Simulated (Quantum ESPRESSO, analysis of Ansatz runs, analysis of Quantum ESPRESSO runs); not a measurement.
# Ga-H pair in Si: local vibrational mode against experiment (Quantum ESPRESSO)

Aim: the local vibrational mode of the Ga-H pair in Si, to be set beside the measurement. Set-up: PBE, JTH 2.0 PBE, 32-site cell, PBE lattice, k: the single point 1/4 1/4 1/4. The model is a cell of 32 host atoms with Ga put on another atom's site and H put in between. The frequencies come from force constants among the defect atom and its neighbours, with the masses of the isotopes named. Other potentials or another program check that the number doesn't hang on one set of files.

**The experiment.** Si-H stretch, 1H: 2171 cm⁻¹, by IR absorption (quoted in “Local vibrational modes of impurities in silicon”, 2008, M.D. McCluskey, quoting earlier work (1987)).

Main program and level: Quantum ESPRESSO 7.5; Quantum ESPRESSO plane-wave DFT, PBE, JTH 2.0 PBE potentials; relaxation of all atoms of a defect supercell.

### Step 1. The structure

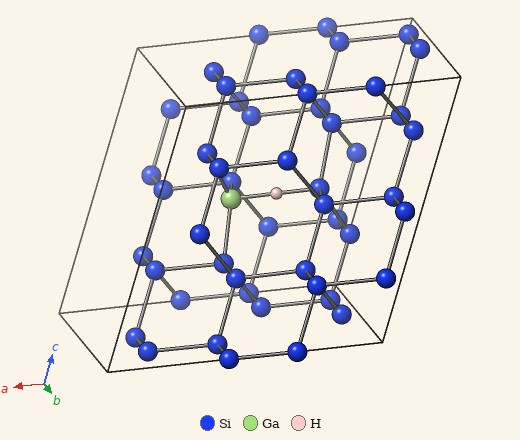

The starting structure, seen from a free direction (silicon blue, gallium green, hydrogen pink). Some periodic images of atoms are drawn too.

The cell holds 33 atoms: 31 Si, 1 Ga and 1 H. Cell: a = 9.473 Å, b = 9.473 Å, c = 9.473 Å, α = 109.5°, β = 109.5°, γ = 109.5°. It derives from Si (space group Fd-3m). Nearest the centre at fractional (0.441, 0.500, 0.500): H33 at 0.57 Å, Ga11 at 0.99 Å, Si23 at 2.05 Å, Si32 at 2.59 Å, Si26 at 2.61 Å, Si27 at 2.62 Å, Si8 at 3.42 Å, Si7 at 3.43 Å.

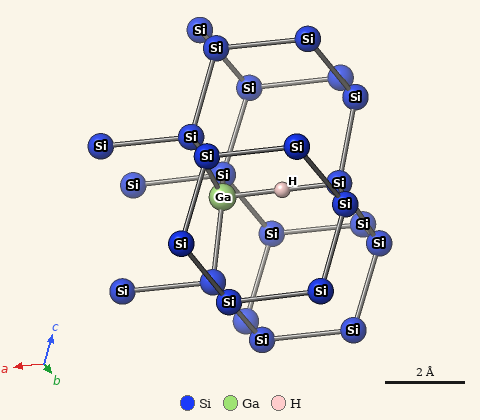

The atoms within 5 Å of the centre.

The host's primitive cell comes from a first run (Quantum ESPRESSO plane-wave DFT, PBE, JTH 2.0 PBE potentials; relaxation of cell and atoms of a defect-free cell): vectors of 3.867, 3.867 and 3.867 Å. That is 20.45 Å³ an atom, 2.1 % over the diffraction cell's volume. The supercell is built on it.

### Step 2. Relaxation, charge 0

Every later number rests on the structure around the defect, so the atoms are relaxed at the host's lattice first.

Contents of pw.in:

```
&CONTROL
  calculation = 'relax'
  prefix = 'pwscf'
  outdir = './tmp'
  pseudo_dir = './pseudo'
  tprnfor = .true.
  disk_io = 'low'
  nstep = 70
  forc_conv_thr = 0.00039
  etot_conv_thr = 0.0001
/
&SYSTEM
  ibrav = 0
  nat = 33
  ntyp = 3
  ecutwfc = 40
  ecutrho = 240
  nbnd = 73
  occupations = 'smearing'
  smearing = 'fd'
  degauss = 0.00073499
  nosym = .true.
/
&ELECTRONS
  conv_thr = 3d-08
  electron_maxstep = 100
  mixing_beta = 0.5
/
&IONS
  ion_dynamics = 'bfgs'
/
ATOMIC_SPECIES
Si    28.0850 Si.GGA_PBE-JTH.UPF
Ga    69.7230 Ga.GGA_PBE-JTH.UPF
H      1.0080 H.GGA_PBE-JTH.UPF
CELL_PARAMETERS angstrom
  -5.4694086371    5.4694086371    5.4694086371
   5.4694086371   -5.4694086371    5.4694086371
   5.4694086371    5.4694086371   -5.4694086371
ATOMIC_POSITIONS crystal
Si     0.0014646236   -0.0010680013    0.4997500108
Si    -0.0018554664    0.2475341080    0.2483167793
Si     0.0024327232    0.5010867398    0.0018779909
Si    -0.0021682988    0.7498932742    0.7499298482
Si     0.2505677057   -0.0017657828    0.2488878506
Si     0.2507524705    0.2487721226    0.0011803417
Si     0.2519668539    0.5024349210    0.7515407837
Si     0.2523182823    0.7504177303    0.5002910462
Si     0.4991039230   -0.0020942071    0.0002333121
Si     0.4991298496    0.2474803172    0.7491694508
Ga     0.5462009793    0.5009275106    0.4988177902
Si     0.5011191544    0.7503285824    0.2485918851
Si     0.7480701922   -0.0020771705    0.7477290822
Si     0.7480369535    0.2476166232    0.4989270707
Si     0.7519572697    0.5003515341    0.2520160606
Si     0.7517683454    0.7516951583    0.0024916028
Si    -0.0014551796   -0.0018221493    0.2475002488
Si    -0.0004402250    0.2517506496    0.0013725435
Si     0.0015147536    0.5025408942    0.7510356419
Si    -0.0005898279    0.7518604506    0.5007330683
Si     0.2507841517   -0.0016296539   -0.0009252560
Si     0.2480895369    0.2498084460    0.7505263192
Si     0.2260004613    0.5016445207    0.5020408083
Si     0.2491921411    0.7505467859    0.2517070314
Si     0.5008463324    0.0007401645    0.7485564439
Si     0.5024806939    0.2511308339    0.5017903029
Si     0.5022548244    0.5016493865    0.2503928418
Si     0.4980361368    0.7498653458    0.0004175754
Si     0.7476557085   -0.0020605817    0.4982288237
Si     0.7515658247    0.2523967888    0.2506085355
Si     0.7512654865    0.4993768169   -0.0011956614
Si     0.7477418425    0.7485015564    0.7477801379
H      0.3823914264    0.5018788600    0.5009921536
K_POINTS crystal
1
0.25 0.25 0.25 1.0
```

The run is started by

```
$ OMP_NUM_THREADS=1 mpirun -n 4 pw.x -in pw.in > pw.out
```

Log:

```text
This program is part of the open-source Quantum ESPRESSO suite
     for quantum simulation of materials; please cite
         "P. Giannozzi et al., J. Phys.:Condens. Matter 21 395502 (2009);
         "P. Giannozzi et al., J. Phys.:Condens. Matter 29 465901 (2017);
         "P. Giannozzi et al., J. Chem. Phys. 152 154105 (2020);
          URL
     in publications or presentations arising from this work. More details at

     file Si.GGA_PBE-JTH.UPF: wavefunction(s)  0S 0P renormalized
     file Ga.GGA_PBE-JTH.UPF: wavefunction(s)  0S 4P 0P 3D 0D renormalized
     file H.GGA_PBE-JTH.UPF: wavefunction(s)  1S 0S 0P renormalized

     Subspace diagonalization in iterative solution of the eigenvalue problem:
     a serial algorithm will be used

     --------------------
     sticks:   dense  smooth     PW     G-vecs:    dense   smooth      PW
     Min        1441     958    258                69245    37664    5303
     Max        1442     959    259                69246    37666    5305
     Sum        5767    3835   1035               276983   150661   21217

     Using Slab Decomposition

     bravais-lattice index     =            0
     lattice parameter (alat)  =      17.9019  a.u.
     unit-cell volume          =    4416.4947 (a.u.)^3
     number of atoms/cell      =           33
     number of atomic types    =            3
     number of electrons       =       138.00
     number of Kohn-Sham states=           73
     kinetic-energy cutoff     =      40.0000  Ry
     charge density cutoff     =     240.0000  Ry
     scf convergence threshold =      3.0E-08
     mixing beta               =       0.5000
     number of iterations used =            8  plain     mixing
     energy convergence thresh.=      1.0E-04
     force convergence thresh. =      3.9E-04
     Exchange-correlation= SLA PW PBX PBC
                           (   1   4   3   4   0   0   0)
     nstep                     =           70

     celldm(1)=  17.901930  celldm(2)=   0.000000  celldm(3)=   0.000000
     celldm(4)=   0.000000  celldm(5)=   0.000000  celldm(6)=   0.000000

     crystal axes: (cart. coord. in units of alat)
               a(1) = (  -0.577350   0.577350   0.577350 )
               a(2) = (   0.577350  -0.577350   0.577350 )
               a(3) = (   0.577350   0.577350  -0.577350 )

     reciprocal axes: (cart. coord. in units 2 pi/alat)
               b(1) = ( -0.000000  0.866025  0.866025 )
               b(2) = (  0.866025 -0.000000  0.866025 )
               b(3) = (  0.866025  0.866025  0.000000 )

     PseudoPot. # 1 for Si read from file:
     Si.GGA_PBE-JTH.UPF
     Pseudo is Projector augmented-wave + core cor, Zval =  4.0
     Generated using ATOMPAW code
     Shape of augmentation charge: BESSEL
     Using radial grid of  988 points,  4 beta functions with:
                l(1) =   0
                l(2) =   0
                l(3) =   1
                l(4) =   1
     Q(r) pseudized with 0 coefficients

     PseudoPot. # 2 for Ga read from file:
     Ga.GGA_PBE-JTH.UPF
     Pseudo is Projector augmented-wave + core cor, Zval = 13.0
     Generated using ATOMPAW code
     Shape of augmentation charge: BESSEL
     Using radial grid of 1052 points,  6 beta functions with:
                l(1) =   0
                l(2) =   0
                l(3) =   1
                l(4) =   1
                l(5) =   2
                l(6) =   2
     Q(r) pseudized with 0 coefficients

     PseudoPot. # 3 for H  read from file:
     H.GGA_PBE-JTH.UPF
     Pseudo is Projector augmented-wave + core cor, Zval =  1.0
     Generated using ATOMPAW code
     Shape of augmentation charge: SINC**2
     Using radial grid of  777 points,  3 beta functions with:
                l(1) =   0
                l(2) =   0
                l(3) =   1
     Q(r) pseudized with 0 coefficients

     atomic species   valence    mass     pseudopotential
     Si                4.00    28.08500     Si( 1.00)
     Ga               13.00    69.72300     Ga( 1.00)
     H                 1.00     1.00800     H ( 1.00)

     No symmetry found

   Cartesian axes

     site n.     atom                  positions (alat units)
         1        Si     tau(   1) = (   0.2870686   0.2899930  -0.2883018  )
         2        Si     tau(   2) = (   0.2873509  -0.0006194  -0.0015231  )
         3        Si     tau(   3) = (   0.2889823  -0.2868138   0.2896228  )
         4        Si     tau(   4) = (   0.8671752  -0.0012308  -0.0012730  )
         5        Si     tau(   5) = (  -0.0019893   0.2893803  -0.0000496  )
         6        Si     tau(   6) = (  -0.0004619   0.0018248   0.2877192  )
         7        Si     tau(   7) = (   0.5785101   0.2892945   0.0016518  )
         8        Si     tau(   8) = (   0.5764210   0.0012653   0.2900867  )
         9        Si     tau(   9) = (  -0.2892322   0.2895016   0.2868140  )
        10        Si     tau(  10) = (   0.2872433   0.5778231  -0.0014776  )
        11        Ga     tau(  11) = (   0.2618539   0.3141312   0.3165673  )
        12        Si     tau(  12) = (   0.2874057  -0.0003565   0.5789991  )
        13        Si     tau(  13) = (  -0.0013962   0.8647994  -0.0010023  )
        14        Si     tau(  14) = (  -0.0008621   0.5769735   0.2867852  )
        15        Si     tau(  15) = (   0.0002369   0.2907662   0.5775193  )
        16        Si     tau(  16) = (   0.0013963   0.0014808   0.8665865  )
        17        Si     tau(  17) = (   0.1426825   0.1431062  -0.1447865  )
[...]
25        Si     tau(  25) = (   0.1434428   0.7209157  -0.1425882  )
        26        Si     tau(  26) = (   0.1445919   0.4348257   0.1453891  )
        27        Si     tau(  27) = (   0.1442148   0.1449139   0.4350400  )
        28        Si     tau(  28) = (   0.1456347  -0.1451526   0.7202352  )
        29        Si     tau(  29) = (  -0.1451964   0.7205014   0.1428170  )
        30        Si     tau(  30) = (  -0.1435065   0.4328843   0.4349492  )
        31        Si     tau(  31) = (  -0.1461183   0.1447377   0.7227490  )
        32        Si     tau(  32) = (   0.4321697   0.4312924   0.4321255  )
        33        H      tau(  33) = (   0.3582341   0.2202619   0.2212857  )

     number of k points=     1  Fermi-Dirac smearing, width (Ry)=  0.0007
                       cart. coord. in units 2pi/alat
        k(    1) = (   0.4330127   0.4330127   0.4330127), wk =   2.0000000

     Dense  grid:   276983 G-vectors     FFT dimensions: (  90,  90,  90)

     Smooth grid:   150661 G-vectors     FFT dimensions: (  75,  75,  75)

     Check: negative core charge=   -0.000003

[...]
ethr =  2.69E-12,  avg # of iterations = 10.0

     negative rho (up, down):  1.790E-01 0.000E+00

     total energy              =   -1727.36656462 Ry
     estimated scf accuracy    <          1.2E-09 Ry

     iteration #  6     ecut=    40.00 Ry     beta= 0.50
     Davidson diagonalization with overlap
     ethr =  8.98E-13,  avg # of iterations =  3.0

     negative rho (up, down):  1.790E-01 0.000E+00

     End of self-consistent calculation

          k = 0.4330 0.4330 0.4330 ( 18876 PWs)   bands (ev):

    -8.4259  -8.2839  -8.2837  -8.1998  -8.1996  -5.0173  -4.9259  -4.9257
    -4.7983  -3.3102  -3.0915  -3.0913  -3.0498  -3.0495  -3.0404  -3.0399
    -3.0386  -3.0338  -2.9362  -2.9359  -2.6232  -0.4993  -0.2491  -0.2452
    -0.2449  -0.2189  -0.2185  -0.2001  -0.1987  -0.1985   0.0008   0.0012
     0.0176   1.9724   2.2637   2.2639   2.2702   2.3448   2.5769   2.5773
     2.6099   2.6482   2.6744   2.6748   2.7040   2.7045   2.7517   2.9625
     2.9628   3.7510   3.8730   3.8731   3.9230   3.9372   3.9375   3.9428
[...]
7.6110

     the Fermi energy is     6.6962 ev

!    total energy              =   -1727.36656462 Ry
     total all-electron energy =     -1727.366565 Ry
     estimated scf accuracy    <          1.7E-10 Ry
     smearing contrib. (-TS)   =       0.00000000 Ry
     internal energy E=F+TS    =   -1727.36656462 Ry

     The total energy is F=E-TS. E is the sum of the following terms:
     one-electron contribution =     -75.08360441 Ry
     hartree contribution      =      93.65145821 Ry
     xc contribution           =    -162.47317570 Ry
     ewald contribution        =    -320.26871293 Ry
     one-center paw contrib.   =   -1263.19252979 Ry

     convergence has been achieved in   6 iterations

     negative rho (up, down):  1.790E-01 0.000E+00

     Forces acting on atoms (cartesian axes, Ry/au):

[...]
Total force =     0.001458     Total SCF correction =     0.000031
     Energy error            =      4.4E-06 Ry
     Gradient error          =      4.3E-04 Ry/Bohr

     number of scf cycles    =  14
     number of bfgs steps    =  13

     energy             old  =   -1727.3665602402 Ry
     energy             new  =   -1727.3665646190 Ry

     CASE: energy            _new < energy            _old

     new trust radius        =       0.0020750115 bohr
     new conv_thr            =       0.0000000003 Ry

ATOMIC_POSITIONS (crystal)
[...]
NEW-OLD atomic charge density approx. for the potential

     Check: negative core charge=   -0.000003

     negative rho (up, down):  1.790E-01 0.000E+00

     Self-consistent Calculation

     iteration #  1     ecut=    40.00 Ry     beta= 0.50
     Davidson diagonalization with overlap
     ethr =  1.00E-06,  avg # of iterations =  2.0

     Threshold (ethr) on eigenvalues was too large:
     Diagonalizing with lowered threshold

     Davidson diagonalization with overlap
     ethr =  4.24E-10,  avg # of iterations =  6.0

     negative rho (up, down):  1.790E-01 0.000E+00

     total energy              =   -1727.36656840 Ry
     estimated scf accuracy    <       0.00000072 Ry

     iteration #  2     ecut=    40.00 Ry     beta= 0.50
     Davidson diagonalization with overlap
     ethr =  5.22E-10,  avg # of iterations =  2.0

     negative rho (up, down):  1.790E-01 0.000E+00

     total energy              =   -1727.36656848 Ry
     estimated scf accuracy    <       0.00000022 Ry

     iteration #  3     ecut=    40.00 Ry     beta= 0.50
     Davidson diagonalization with overlap
     ethr =  1.57E-10,  avg # of iterations =  3.0

     negative rho (up, down):  1.790E-01 0.000E+00

     total energy              =   -1727.36656853 Ry
     estimated scf accuracy    <       0.00000007 Ry

     iteration #  4     ecut=    40.00 Ry     beta= 0.50
     Davidson diagonalization with overlap
     ethr =  5.14E-11,  avg # of iterations =  4.0

     negative rho (up, down):  1.790E-01 0.000E+00

     total energy              =   -1727.36656854 Ry
     estimated scf accuracy    <          3.4E-09 Ry

     iteration #  5     ecut=    40.00 Ry     beta= 0.50
     Davidson diagonalization with overlap
     ethr =  2.46E-12,  avg # of iterations = 14.0

     negative rho (up, down):  1.790E-01 0.000E+00

     total energy              =   -1727.36656855 Ry
     estimated scf accuracy    <          1.6E-09 Ry

     iteration #  6     ecut=    40.00 Ry     beta= 0.50
     Davidson diagonalization with overlap
     ethr =  1.17E-12,  avg # of iterations =  3.0

     negative rho (up, down):  1.790E-01 0.000E+00

     End of self-consistent calculation

          k = 0.4330 0.4330 0.4330 ( 18876 PWs)   bands (ev):

[...]
-4.7986  -3.3108  -3.0911  -3.0909  -3.0497  -3.0495  -3.0402  -3.0398
    -3.0382  -3.0345  -2.9364  -2.9362  -2.6233  -0.4992  -0.2488  -0.2453
    -0.2449  -0.2188  -0.2185  -0.2003  -0.1986  -0.1982   0.0005   0.0009
     0.0175   1.9725   2.2637   2.2640   2.2700   2.3449   2.5768   2.5771
     2.6103   2.6483   2.6744   2.6748   2.7041   2.7044   2.7520   2.9622
     2.9625   3.7514   3.8730   3.8731   3.9232   3.9374   3.9378   3.9429
     4.0124   4.0128   4.0469   4.3511   4.3515   5.2836   5.3386   5.3390
     5.3752   5.3757   5.3906   5.7251   5.7254   7.3633   7.5691   7.6105
     7.6113

     the Fermi energy is     6.6964 ev

!    total energy              =   -1727.36656855 Ry
     total all-electron energy =     -1727.366569 Ry
     estimated scf accuracy    <          2.1E-10 Ry
     smearing contrib. (-TS)   =       0.00000000 Ry
     internal energy E=F+TS    =   -1727.36656855 Ry

     The total energy is F=E-TS. E is the sum of the following terms:
     one-electron contribution =     -75.08440658 Ry
     hartree contribution      =      93.65178056 Ry
     xc contribution           =    -162.47323680 Ry
     ewald contribution        =    -320.26817412 Ry
     one-center paw contrib.   =   -1263.19253160 Ry

     convergence has been achieved in   6 iterations

     negative rho (up, down):  1.790E-01 0.000E+00

     Forces acting on atoms (cartesian axes, Ry/au):

[...]
atom   26 type  1   force =     0.00028728   -0.00030070   -0.00002014
     atom   27 type  1   force =     0.00034152    0.00008042   -0.00035633
     atom   28 type  1   force =    -0.00012972    0.00010161    0.00007196
     atom   29 type  1   force =     0.00002095    0.00008414    0.00027524
     atom   30 type  1   force =    -0.00019084   -0.00000091    0.00001057
     atom   31 type  1   force =     0.00001023    0.00030538   -0.00017452
     atom   32 type  1   force =    -0.00004293   -0.00010361   -0.00022979
     atom   33 type  3   force =     0.00005540   -0.00005188   -0.00006512

     Total force =     0.001490     Total SCF correction =     0.000037
     Energy error            =      3.9E-06 Ry
     Gradient error          =      3.6E-04 Ry/Bohr

     bfgs converged in  15 scf cycles and  14 bfgs steps
     (criteria: energy <  1.0E-04 Ry, force <  3.9E-04 Ry/Bohr)

     End of BFGS Geometry Optimization

     Final energy             =   -1727.3665685484 Ry

     File ./tmp/pwscf.bfgs deleted, as requested
Begin final coordinates

ATOMIC_POSITIONS (crystal)
[...]
Si               0.5017654661        0.2377330774        0.5000083644
Si               0.5018914460        0.4998697123        0.2376200374
Si               0.5012008634        0.7518079546        0.0001292565
Si               0.7519230442       -0.0021312974        0.4999785342
Si               0.7457380045        0.2483484490        0.2484800295
Si               0.7520040026        0.4999604164       -0.0020897834
Si               0.7638507147        0.7620350115        0.7620584927
H                0.3719646738        0.5017255312        0.5009608913
End final coordinates

=------------------------------------------------------------------------------=
   JOB DONE.
=------------------------------------------------------------------------------=
```

Elapsed: 5.5 min, on 4 MPI ranks of Arm Neoverse V1, shared host; peak memory 1.3 GiB.

(Part 1 of 2 ends here.)

[Logs are printed without paths, hosts, clocks, repeated set-up lines and the standing remarks that a program may print on its own settings, such as how far it seeks lower states.]

[Hosts, paths, dates, database ids (printed as entryN), source tags and the programs' standing remarks are cut or masked in the printed files.]

[For some hosts the program warned that the k-mesh of the response run may be too coarse for force constants and the static dielectric constant; such warnings are not shown here.]
